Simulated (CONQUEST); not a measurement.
**Ca: 7 runs along one coordinate**

System: Ca (2 atoms in the cell).
Method: Kohn-Sham DFT of a periodic cell, PBE, PseudoDojo NC PBE, no spin polarisation (CONQUEST 1.3).

The 7 runs differ only in the geometry, by an even scaling of the cell at fixed fractional positions. The structure derives from an entry of the Crystallography Open Database.

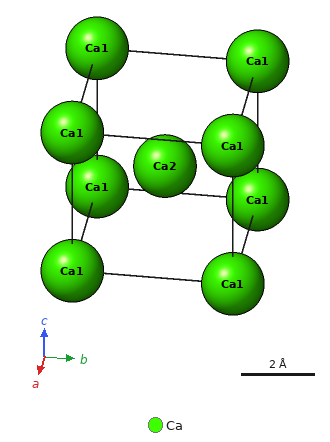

Figure 1. The structure of run 4 (spheres-only view of the cell of the calculation, seen at an oblique angle; atoms are numbered from 1 in the order of the input).

**Input of run 4**
```
IO.Title Ca
IO.Coordinates coords.dat
IO.FractionalAtomicCoords T
IO.Iprint 2
IO.Iprint_init 1
General.NumberOfSpecies 1
General.PseudopotentialType hamann
AtomMove.TypeOfRun static
AtomMove.FullStress T
Grid.PointsAlongX 48
Grid.PointsAlongY 48
Grid.PointsAlongZ 48
DM.SolutionMethod diagon
Diag.MPMesh T
Diag.GammaCentred T
Diag.MPMeshX 6
Diag.MPMeshY 6
Diag.MPMeshZ 6
Diag.kT 0.00183747
minE.SCTolerance 1e-6
SC.MaxIters 100
IO.AtomChargeOutput T
%block ChemicalSpeciesLabel
1 40.080 Ca
%endblock
```

Command:
```bash
Conquest
```

Lattice vectors (Å) and fractional positions of run 4:
```
   4.480000    0.000000    0.000000
   0.000000    4.480000    0.000000
   0.000000    0.000000    4.480000
Ca  0.000000  0.000000  0.000000
Ca  0.500000  0.500000  0.500000
```

Run 3 has the same physical settings and fractional positions; its lattice vectors (Å) are:
```
   4.449932    0.000000    0.000000
   0.000000    4.449932    0.000000
   0.000000    0.000000    4.449932
```

**Results, with one run withheld**

| run | volume per atom (Å³) | free energy per atom, from the lowest run given (meV) | pressure (GPa) |
| --- | --- | --- | --- |
| 1 | 42.260 | 1.35 | 0.35 |
| 2 | 43.159 | 0.00 | 0.11 |
| 3 | 44.059 | ? | ? |
| 4 | 44.958 | 3.83 | −0.62 |
| 5 | 45.857 | 7.83 | −0.90 |
| 6 | 46.756 | 14.00 | −1.28 |
| 7 | 47.655 | 21.76 | −1.41 |

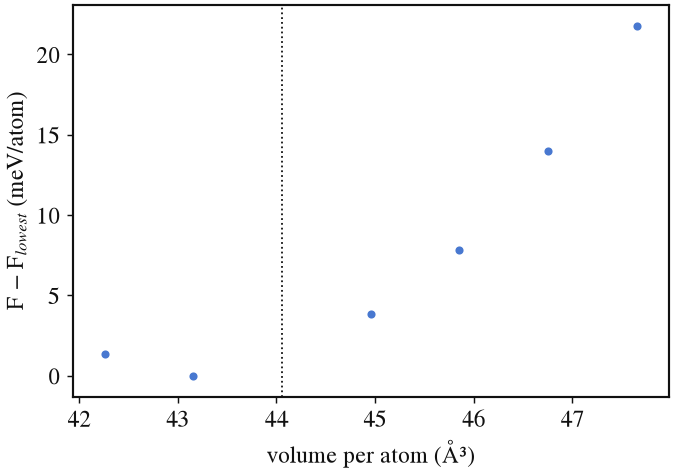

Figure 2. Free energy per atom of the runs given; the dotted line marks run 3.

Fit the runs given and predict run 3.

A cubic polynomial in V^(−2/3) (the Birch–Murnaghan form), fitted to the 6 runs given, misses them by at most 0.25 meV per atom. With x = V^(−2/3) − 0.07900 Å⁻², it reads F = 3.8957 − 3506.7 x + 8.479e+05 x² − 1.338e+07 x³ (meV per atom). At run 3 it gives 0.94 meV per atom, and the run itself gives 0.82. The slope of the fit gives a pressure −dF/dV of −0.31 GPa there, and the run prints −0.37 GPa. The two needn't agree exactly: the fit is approximate, and the printed stress is taken on a finite basis. The fit has its minimum at 43.234 Å³ per atom, where V d²F/dV² gives 16.5 GPa: the bulk modulus at this level, since symmetry fixes the shape and the positions.

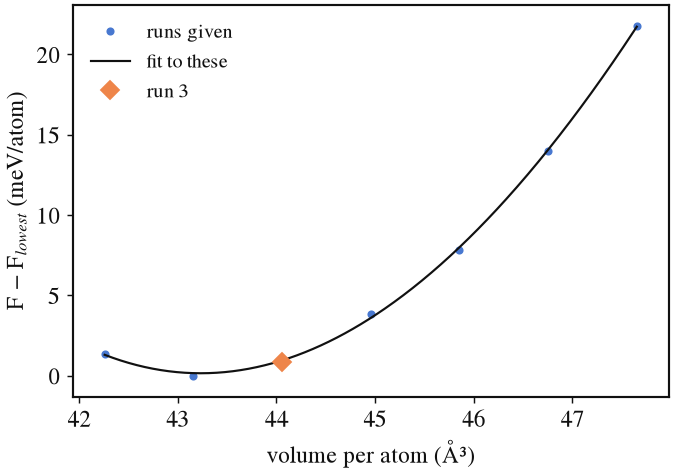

Figure 3. The fit and the withheld run.

**Some lines of the output (run 3)**
```
[...]
      Using Fermi-Dirac smearing
          Free Energy (E-TS)               :       -77.409949820972940 Ha
          DFT Total Energy                 :       -77.409258092645516 Ha
          Free Energy (E-TS)               :       -77.410275739031476 Ha
          DFT Total Energy                 :       -77.409285267520559 Ha
          Free Energy (E-TS)               :       -77.410403293274896 Ha
          DFT Total Energy                 :       -77.409281951303313 Ha
          Free Energy (E-TS)               :       -77.410402895538425 Ha
          DFT Total Energy                 :       -77.409283615923925 Ha
          Free Energy (E-TS)               :       -77.410402807872529 Ha
          DFT Total Energy                 :       -77.409283305270691 Ha
      | Free Energy as E-TS      =       -77.410402807872529 Ha
      |* DFT total energy        =       -77.409283305270691 Ha
    force: Average pressure:     -0.36848137 GPa
```

Notes: With a small basis of atomic orbitals these values can differ much from converged plane-wave results.
